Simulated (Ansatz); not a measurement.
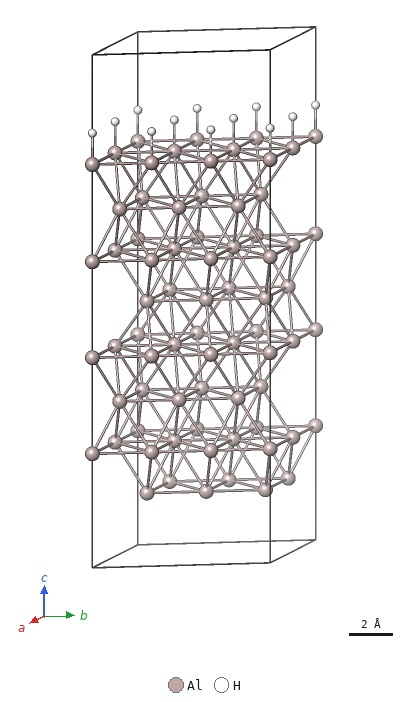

The input geometry (ball-and-stick view of the 2 × 3 repeat of the cell, with the vacuum cut short, seen slightly off an axis). An atom can appear more than once, as a periodic image.

Run report: Al$_{8}$H, geometry relaxation (part 1 of 2)

System: Al$_{8}$H (slab, 9 atoms in the cell).
Method: DFT PBEsol, scalar-relativistic, plane waves, PAW, no spin polarisation (Ansatz 0.2.0).

The structure derives from a Materials Project entry. The input holds or restrains some coordinates. Forces given for the steps count only the free coordinates. It belongs to a series of runs on one base structure; here: H put at a top Al site.

What the program printed:
```
Engine: ansatz 0.2.0, x86_64-unknown-linux-gnu
Pseudopotentials: kind: paw
Pseudopotential: Al, paw, valence charge 3, recommended cutoff 420 eV (normal), Al.paw.azcp
Pseudopotential: H, paw, valence charge 1, recommended cutoff 420 eV (normal), H.paw.azcp
Functional definition: PBEsol
  exchange = pbesol_x
  correlation = pbesol_c
Crystal: 9 atoms, lattice volume = 246.022 Å³
Basis set: ecut = 420 eV, 4871 PW (Γ), exchange–correlation on 40×40×480 points (8 copies of the dense FFT grid, shifted against one another)
Bands: 22, of which v1, the nominal top of the filled ones, is band 13 counted from 1 (12 counted from 0)
Symmetry: 6 space group operations
Space group: P3m1 (ITA 156), of the structure as read, at distance tolerance 6.3e-5 Å
k-points: 19 of 144 (time reversal used)
Non-local potential: Al, projectors of the file, l = 0: 2, l = 1: 2, l = 2: 1
Non-local potential: H, projectors of the file, l = 0: 2, l = 1: 1
PAW form: soft (Blöchl's): semilocal exchange-correlation on the pseudo side does not see the compensation charge
PAW frozen core: Al, regenerated for the run's functional, and the local potential with it (the file was generated under x = pbe(κ = 0.804, μ = 0.2195149727645171), c = pbe(β = 0.06672455060314922))
PAW one-centre angular grid: Al, 110 points (default); XC on 64 Gauss nodes
PAW one-centre angular grid: H, 110 points (default); XC on 64 Gauss nodes
Initial density: superposition of atomic densities (neutral atoms: chi_scale 0, normalization atom), corrected by the library's trained network
Initial wavefunctions: pseudopotential atomic-orbital guess
Functional: x = pbesol(κ = 0.804, μ = 0.12345679012345678), c = pbesol(β = 0.046)
SCF iter   1: F=—  HF=-4210.683867 eV  |F-HF|=—  |Δ(HF+E_count)|=         —  Δρ=4.38e-3  dr2=2.79e0  ethr=1.77e-3  p=-0.075 e·Å  D=-5.54e-2 V/Å  ΔV_dip=1.96 eV  dr2_dipole=1.35e0  V_vac-E_F(+/−)=6.03/4.08 eV  ⟨swp⟩=11.7  Hψ=3432  notcnv=0  defer=1
efield: sawtooth ramp at fractional position 0.9739 (placed from the atoms, in the widest stretch of the axis that holds none; the zero of the levels goes with the place), width 0.0400; the density the first Hamiltonian is built on has a dipole p = -0.075 e·Å; the dipole correction subtracts the counter field D = -5.54e-2 V/Å, which shifts the + side's vacuum level by +1.96 eV against the − side's; the planar-averaged density in the ramp window peaks in size at 1.3e-5 e/Å³
preconditioner: auto → LDOS  [insulator: Δε(μ)=0.129 eV  Ē_g=7.273 eV  σ=0.100 eV  W_gap=0.57  n_scr=20 (ndim 8)  ℏωp=11.8 eV  f_vac=0.391  D(μ)=2.24/eV (n_scr^D=14)  ε∞_Penn≈3.6  β→1.0]
SCF iter   2: F=—  HF=-4210.649430 eV  |F-HF|=—  |Δ(HF+E_count)|=   3.44e-2  Δρ=1.99e-3  dr2=6.74e-1  ethr=1.77e-3  p=-0.061 e·Å  D=-4.52e-2 V/Å  ΔV_dip=1.60 eV  dr2_dipole=2.69e-1  V_vac-E_F(+/−)=5.65/4.06 eV  ⟨swp⟩=1.5  Hψ=604  notcnv=0  defer=29
SCF iter   3: F=—  HF=-4210.636949 eV  |F-HF|=—  |Δ(HF+E_count)|=   1.25e-2  Δρ=3.89e-4  dr2=4.81e-3  ethr=1.77e-3  p=-0.063 e·Å  D=-4.61e-2 V/Å  ΔV_dip=1.63 eV  dr2_dipole=9.16e-4  V_vac-E_F(+/−)=5.73/4.10 eV  ⟨swp⟩=1.2  Hψ=379  notcnv=0  defer=29
SCF iter   4: F=—  HF=-4210.636958 eV  |F-HF|=—  |Δ(HF+E_count)|=   8.33e-6  Δρ=9.33e-5  dr2=5.67e-5  ethr=1.92e-5  p=-0.063 e·Å  D=-4.63e-2 V/Å  ΔV_dip=1.64 eV  dr2_dipole=3.56e-6  V_vac-E_F(+/−)=5.74/4.10 eV  ⟨swp⟩=2.1  Hψ=574  notcnv=0  defer=36
iter 5 did not close the SCF: its close was put off for the readings that it lacked (scf_convergence_deferred on its scf_iter line)
SCF iter   5: F=-4210.636976 eV  HF=-4210.636976 eV  |F-HF|=4.75e-7  |Δ(HF+E_count)|=   1.85e-5  Δρ=2.58e-5  dr2=3.10e-6  ethr=2.27e-7  p=-0.063 e·Å  D=-4.65e-2 V/Å  ΔV_dip=1.64 eV  dr2_dipole=4.26e-7  V_vac-E_F(+/−)=5.74/4.10 eV  ⟨swp⟩=2.6  Hψ=649  notcnv=0  defer=35
SCF iter   6: F=-4210.636978 eV  HF=-4210.636978 eV  |F-HF|=3.44e-7  |Δ(HF+E_count)|=   1.77e-6  Δρ=6.16e-6  dr2=4.68e-7  ethr=1.24e-8  p=-0.063 e·Å  D=-4.65e-2 V/Å  ΔV_dip=1.64 eV  dr2_dipole=4.87e-8  V_vac-E_F(+/−)=5.75/4.10 eV  ⟨swp⟩=20.7  Hψ=4397  notcnv=0
SCF 1 converged in 6 iterations: F = -4210.636978 eV  dr2 = 4.68e-7
  greatest PAW one-centre occupation: 0.465 electrons in one spin orbital (limit 2), on the Al atom at site 0 (counted from 0), in its partial waves of l = 0
relax step   1: F+E_penalty+E_count = -4210.63697766 eV  Δ(F+E_penalty+E_count) = +0.000e0 eV  max|allowed force component| = 1.525e0 eV/Å  Δτ_max = 0.0000 Å  (6 SCF iters, dr2 threshold 2.25e-5 eV, accepted)
Initial density: handed on by an earlier stage of this run
Initial wavefunctions: those handed on with the density
iter 1 solved again at ethr=6.48e-4 eV; its pass at ethr=3.10e-3 eV (dr2=1.62e-1 eV) is discarded
SCF iter   1: F=—  HF=-4210.727279 eV  |F-HF|=—  |Δ(HF+E_count)|=         —  Δρ=6.01e-3  dr2=1.97e-1  ethr=6.48e-4  p=-0.063 e·Å  D=-4.65e-2 V/Å  ΔV_dip=1.64 eV  dr2_dipole=1.27e-2  V_vac-E_F(+/−)=5.78/4.13 eV  ⟨swp⟩=1.6  Hψ=2100  notcnv=0  defer=53
efield: sawtooth ramp at fractional position 0.9739 (handed on by an earlier solve), width 0.0400; the density the first Hamiltonian is built on has a dipole p = -0.063 e·Å; the dipole correction subtracts the counter field D = -4.65e-2 V/Å, which shifts the + side's vacuum level by +1.64 eV against the − side's; the planar-averaged density in the ramp window peaks in size at 1.1e-6 e/Å³
eigensolver tolerance schedule calibrated: the retry pair's looser diagonalisation under-reported the residual by θ = 0.18 (0.26/decade); ethr = c·dr2/N_el runs at the constant in force after the calibration composes with the one it found (an armed cap, an earlier calibration), c = 1.5e-2
preconditioner: auto → LDOS  [metal: Δε(μ)=0.045 eV  Ē_g=7.301 eV  σ=0.100 eV  W_gap=0.25  n_scr=20 (ndim 8)  ℏωp=11.8 eV  f_vac=0.395  D(μ)=2.68/eV (n_scr^D=14)  β→1.0]
SCF iter   2: F=—  HF=-4210.703856 eV  |F-HF|=—  |Δ(HF+E_count)|=   2.34e-2  Δρ=1.42e-3  dr2=4.78e-2  ethr=1.17e-4  p=-0.058 e·Å  D=-4.29e-2 V/Å  ΔV_dip=1.52 eV  dr2_dipole=1.86e-2  V_vac-E_F(+/−)=5.63/4.12 eV  ⟨swp⟩=3.1  Hψ=799  notcnv=0  defer=53
SCF iter   3: F=—  HF=-4210.701921 eV  |F-HF|=—  |Δ(HF+E_count)|=   1.93e-3  Δρ=5.29e-4  dr2=4.82e-3  ethr=2.83e-5  p=-0.061 e·Å  D=-4.51e-2 V/Å  ΔV_dip=1.59 eV  dr2_dipole=1.27e-3  V_vac-E_F(+/−)=5.72/4.12 eV  ⟨swp⟩=2.5  Hψ=661  notcnv=0  defer=54
SCF iter   4: F=—  HF=-4210.701714 eV  |F-HF|=—  |Δ(HF+E_count)|=   2.07e-4  Δρ=2.27e-4  dr2=1.23e-3  ethr=2.86e-6  p=-0.062 e·Å  D=-4.54e-2 V/Å  ΔV_dip=1.60 eV  dr2_dipole=3.48e-4  V_vac-E_F(+/−)=5.73/4.12 eV  ⟨swp⟩=2.9  Hψ=734  notcnv=0  defer=54
SCF iter   5: F=-4210.701623 eV  HF=-4210.701656 eV  |F-HF|=3.33e-5  |Δ(HF+E_count)|=   5.83e-5  Δρ=5.64e-5  dr2=3.51e-5  ethr=5.92e-8  p=-0.062 e·Å  D=-4.57e-2 V/Å  ΔV_dip=1.62 eV  dr2_dipole=9.29e-6  V_vac-E_F(+/−)=5.74/4.12 eV  ⟨swp⟩=20.8  Hψ=4708  notcnv=0
SCF 2 converged in 5 iterations: F = -4210.701623 eV  dr2 = 3.51e-5
relax step   2: F+E_penalty+E_count = -4210.70162283 eV  Δ(F+E_penalty+E_count) = -6.465e-2 eV  max|allowed force component| = 3.740e-1 eV/Å  Δτ_max = 0.1562 Å  (5 SCF iters, dr2 threshold 1.00e-4 eV, accepted)
SCF iter   1: F=—  HF=-4210.710849 eV  |F-HF|=—  |Δ(HF+E_count)|=         —  Δρ=1.36e-3  dr2=4.26e-2  ethr=1.05e-3  p=-0.062 e·Å  D=-4.57e-2 V/Å  ΔV_dip=1.62 eV  dr2_dipole=8.10e-3  V_vac-E_F(+/−)=5.74/4.12 eV  ⟨swp⟩=3.2  Hψ=1083  notcnv=0  defer=53
efield: sawtooth ramp at fractional position 0.9739 (handed on by an earlier solve), width 0.0400; the density the first Hamiltonian is built on has a dipole p = -0.062 e·Å; the dipole correction subtracts the counter field D = -4.57e-2 V/Å, which shifts the + side's vacuum level by +1.62 eV against the − side's; the planar-averaged density in the ramp window peaks in size at 2.3e-6 e/Å³
preconditioner: auto → LDOS  [metal: Δε(μ)=0.017 eV  Ē_g=7.294 eV  σ=0.100 eV  W_gap=0.09  n_scr=20 (ndim 8)  ℏωp=11.8 eV  f_vac=0.393  D(μ)=2.79/eV (n_scr^D=16)  β→1.0]
SCF iter   2: F=—  HF=-4210.708746 eV  |F-HF|=—  |Δ(HF+E_count)|=   2.10e-3  Δρ=4.29e-4  dr2=2.81e-3  ethr=1.70e-4  p=-0.064 e·Å  D=-4.70e-2 V/Å  ΔV_dip=1.66 eV  dr2_dipole=1.32e-4  V_vac-E_F(+/−)=5.78/4.12 eV  ⟨swp⟩=1.7  Hψ=637  notcnv=0  defer=53
SCF iter   3: F=—  HF=-4210.708413 eV  |F-HF|=—  |Δ(HF+E_count)|=   3.34e-4  Δρ=1.83e-4  dr2=1.10e-3  ethr=1.12e-5  p=-0.064 e·Å  D=-4.70e-2 V/Å  ΔV_dip=1.66 eV  dr2_dipole=2.71e-4  V_vac-E_F(+/−)=5.78/4.12 eV  ⟨swp⟩=2.6  Hψ=689  notcnv=0  defer=53
SCF iter   4: F=—  HF=-4210.708329 eV  |F-HF|=—  |Δ(HF+E_count)|=   8.34e-5  Δρ=4.61e-5  dr2=1.63e-5  ethr=4.41e-6  p=-0.064 e·Å  D=-4.71e-2 V/Å  ΔV_dip=1.66 eV  dr2_dipole=1.99e-7  V_vac-E_F(+/−)=5.78/4.12 eV  ⟨swp⟩=1.6  Hψ=470  notcnv=0  defer=53
iter 5 did not close the SCF: its close was put off until two iterations running show no level that it waits for move by more than its bar (scf_convergence_deferred on its scf_iter line)
SCF iter   5: F=-4210.708331 eV  HF=-4210.708332 eV  |F-HF|=1.08e-6  |Δ(HF+E_count)|=   2.96e-6  Δρ=7.39e-6  dr2=1.08e-6  ethr=3.50e-8  p=-0.064 e·Å  D=-4.71e-2 V/Å  ΔV_dip=1.66 eV  dr2_dipole=3.74e-7  V_vac-E_F(+/−)=5.79/4.12 eV  ⟨swp⟩=21.3  Hψ=4501  notcnv=0
iter 6 did not close the SCF: its close was put off until two iterations running show no level that it waits for move by more than its bar (scf_convergence_deferred on its scf_iter line)
SCF iter   6: F=-4210.708332 eV  HF=-4210.708332 eV  |F-HF|=7.04e-9  |Δ(HF+E_count)|=   2.20e-7  Δρ=2.78e-6  dr2=6.05e-8  ethr=4.32e-9  p=-0.064 e·Å  D=-4.71e-2 V/Å  ΔV_dip=1.66 eV  dr2_dipole=9.21e-10  V_vac-E_F(+/−)=5.79/4.12 eV  ⟨swp⟩=11.4  Hψ=3046  notcnv=0
SCF iter   7: F=-4210.708332 eV  HF=-4210.708332 eV  |F-HF|=4.37e-9  |Δ(HF+E_count)|=   4.26e-8  Δρ=4.86e-7  dr2=1.35e-9  ethr=2.42e-10  p=-0.064 e·Å  D=-4.71e-2 V/Å  ΔV_dip=1.66 eV  dr2_dipole=1.38e-10  V_vac-E_F(+/−)=5.79/4.12 eV  ⟨swp⟩=9.8  Hψ=2885  notcnv=0
SCF 3 converged in 7 iterations: F = -4210.708332 eV  dr2 = 1.35e-9
relax step   3: F+E_penalty+E_count = -4210.70833249 eV  Δ(F+E_penalty+E_count) = -6.710e-3 eV  max|allowed force component| = 5.461e-2 eV/Å  Δτ_max = 0.0549 Å  (7 SCF iters, dr2 threshold 8.74e-6 eV, accepted)
SCF iter   1: F=—  HF=-4210.709090 eV  |F-HF|=—  |Δ(HF+E_count)|=         —  Δρ=6.26e-4  dr2=4.27e-3  ethr=3.63e-4  p=-0.064 e·Å  D=-4.71e-2 V/Å  ΔV_dip=1.66 eV  dr2_dipole=1.07e-5  V_vac-E_F(+/−)=5.79/4.12 eV  ⟨swp⟩=2.4  Hψ=1000  notcnv=0  defer=53
efield: sawtooth ramp at fractional position 0.9739 (handed on by an earlier solve), width 0.0400; the density the first Hamiltonian is built on has a dipole p = -0.064 e·Å; the dipole correction subtracts the counter field D = -4.71e-2 V/Å, which shifts the + side's vacuum level by +1.66 eV against the − side's; the planar-averaged density in the ramp window peaks in size at 1.6e-6 e/Å³
preconditioner: auto → LDOS  [metal: Δε(μ)=0.015 eV  Ē_g=7.293 eV  σ=0.100 eV  W_gap=0.08  n_scr=20 (ndim 8)  ℏωp=11.8 eV  f_vac=0.392  D(μ)=2.76/eV (n_scr^D=16)  β→1.0]
SCF iter   2: F=—  HF=-4210.708792 eV  |F-HF|=—  |Δ(HF+E_count)|=   2.98e-4  Δρ=2.07e-4  dr2=2.85e-3  ethr=1.71e-5  p=-0.064 e·Å  D=-4.71e-2 V/Å  ΔV_dip=1.66 eV  dr2_dipole=1.91e-3  V_vac-E_F(+/−)=5.79/4.13 eV  ⟨swp⟩=2.5  Hψ=737  notcnv=0  defer=53
SCF iter   3: F=—  HF=-4210.708686 eV  |F-HF|=—  |Δ(HF+E_count)|=   1.06e-4  Δρ=4.18e-5  dr2=1.25e-5  ethr=1.14e-5  p=-0.064 e·Å  D=-4.71e-2 V/Å  ΔV_dip=1.67 eV  dr2_dipole=2.22e-6  V_vac-E_F(+/−)=5.79/4.12 eV  ⟨swp⟩=1.3  Hψ=387  notcnv=0  defer=53
SCF iter   4: F=—  HF=-4210.708783 eV  |F-HF|=—  |Δ(HF+E_count)|=   9.66e-5  Δρ=1.45e-5  dr2=2.03e-6  ethr=5.01e-8  p=-0.064 e·Å  D=-4.71e-2 V/Å  ΔV_dip=1.66 eV  dr2_dipole=1.07e-10  V_vac-E_F(+/−)=5.78/4.12 eV  ⟨swp⟩=2.8  Hψ=707  notcnv=0  defer=53
SCF iter   5: F=—  HF=-4210.708783 eV  |F-HF|=—  |Δ(HF+E_count)|=   2.30e-7  Δρ=7.79e-6  dr2=9.13e-7  ethr=8.14e-9  p=-0.064 e·Å  D=-4.70e-2 V/Å  ΔV_dip=1.66 eV  dr2_dipole=3.11e-7  V_vac-E_F(+/−)=5.78/4.12 eV  ⟨swp⟩=2.4  Hψ=634  notcnv=0  defer=53
SCF iter   6: F=—  HF=-4210.708783 eV  |F-HF|=—  |Δ(HF+E_count)|=   4.84e-8  Δρ=2.77e-6  dr2=1.44e-7  ethr=3.65e-9  p=-0.064 e·Å  D=-4.70e-2 V/Å  ΔV_dip=1.66 eV  dr2_dipole=5.84e-8  V_vac-E_F(+/−)=5.78/4.12 eV  ⟨swp⟩=1.5  Hψ=442  notcnv=0  defer=53
SCF iter   7: F=-4210.708783 eV  HF=-4210.708783 eV  |F-HF|=4.82e-9  |Δ(HF+E_count)|=   1.37e-8  Δρ=4.87e-7  dr2=5.44e-9  ethr=4.00e-10  p=-0.064 e·Å  D=-4.70e-2 V/Å  ΔV_dip=1.66 eV  dr2_dipole=2.57e-9  V_vac-E_F(+/−)=5.78/4.12 eV  ⟨swp⟩=17.5  Hψ=3527  notcnv=0
SCF 4 converged in 7 iterations: F = -4210.708783 eV  dr2 = 5.44e-9
relax step   4: F+E_penalty+E_count = -4210.70878317 eV  Δ(F+E_penalty+E_count) = -4.507e-4 eV  max|allowed force component| = 1.948e-3 eV/Å  Δτ_max = 0.0218 Å  (7 SCF iters, accepted)
```

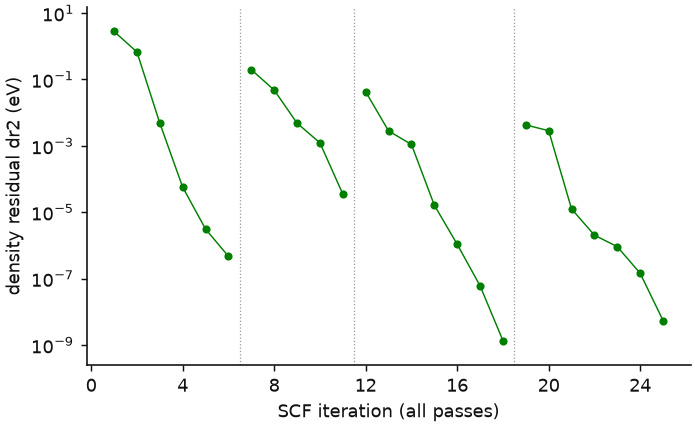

Convergence of the self-consistent field: density residual dr2 against the SCF iteration. The dotted lines part the SCF passes of the relaxation: geometry steps, rejected trials and re-solves on a re-selected basis. The passes take 6, 5, 7 and 7 iterations.

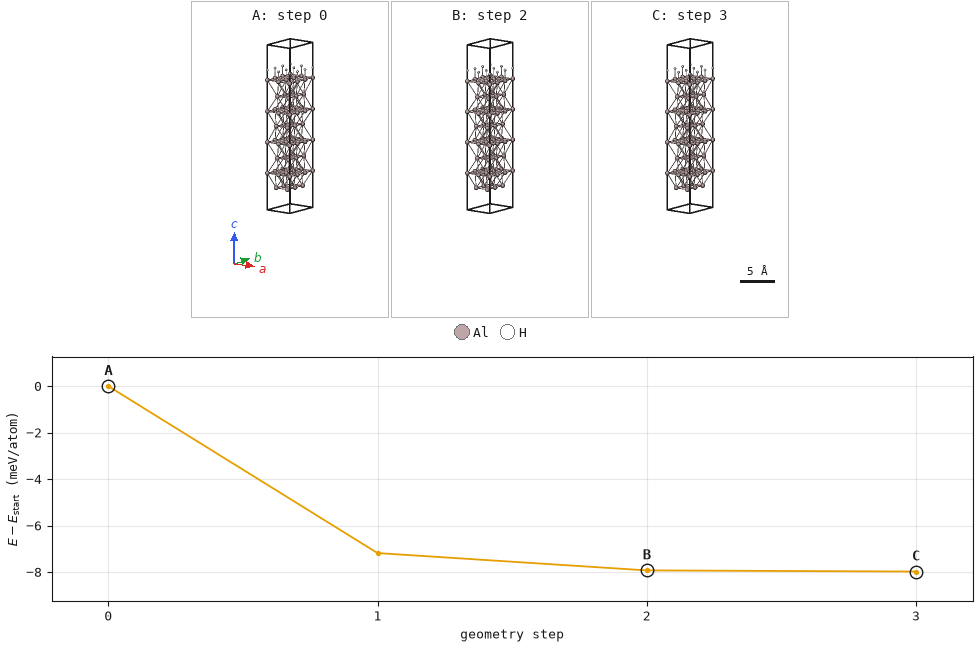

Frames of the restrained relaxation (ball-and-stick view of the 2 × 3 repeat of the cell, with the vacuum cut short, seen slightly off an axis) above the curves, on which the letters mark them (the first geometry is step 0 here and step 1 in the log).
